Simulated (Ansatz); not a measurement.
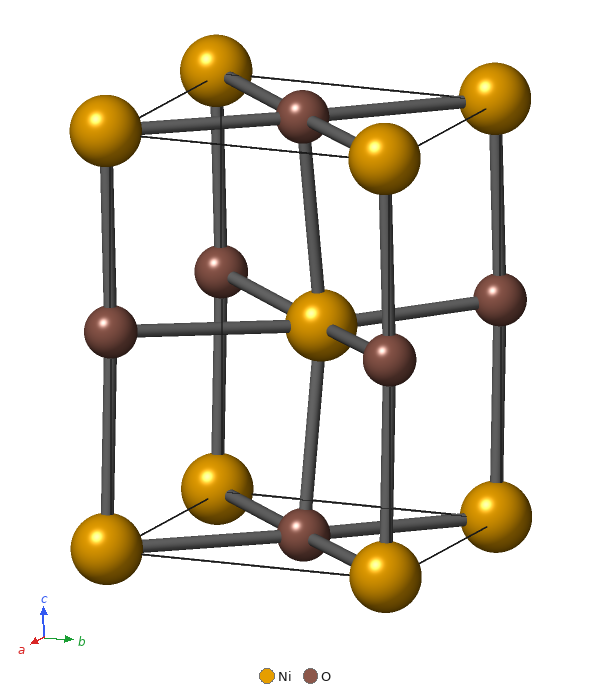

Ball-and-stick drawing of the structure, looking slightly off an axis. The simulation cell is drawn as a box.

```
CELL_PARAMETERS angstrom
-2.10800 0.01003 2.12996
2.09590 -0.01972 2.11786
-0.02975 4.24377 -0.00969
ATOMIC_POSITIONS crystal
Ni 0.01185 0.98657 0.00656
Ni 0.46404 0.54044 0.49961
O 0.99299 0.99540 0.52401
O 0.54099 0.50570 0.00726
```

Results below were computed with Ansatz, DFT, PAW plane waves, PBE+U, spin-orbit; the settings were a cutoff energy of 420 eV, a 6×6×4 k-point grid, Fermi-Dirac smearing of 0.1 eV, U = 7.78 eV and J = 0.99 eV on Ni d, spinor wavefunctions.

Question: Give the magnetic order and the moments.

Answer: In the lowest state found: ferromagnetic (within this cell). Site moments: 2 Ni +1.7 to +1.8 μB. The net spin moment of the whole cell is 3.9 μB, including what lies between the atoms and on sites without an arrow.

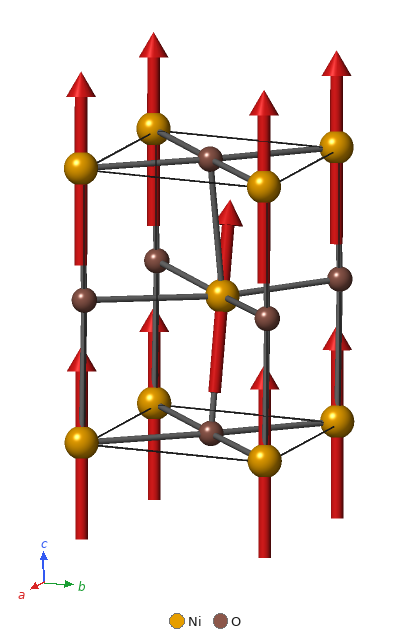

Arrows are the site magnetic moments above 0.25 μB (those induced on non-metal atoms are left out); longer means larger, in their computed directions (spin part only); red points roughly along the largest moment (counted as +), blue roughly against it and purple across it.

What is drawn is a known structure type with the cell strained and the atoms shaken on purpose; it hasn't been relaxed. It was run through Ansatz as a DFT input.

At this level of theory the cell isn't at rest (compressed, at 9 GPa and forces up to 1.6 eV/Å), so its distances can differ from those at equilibrium, the more so the softer the solid, and its magnetic state may change on relaxation.
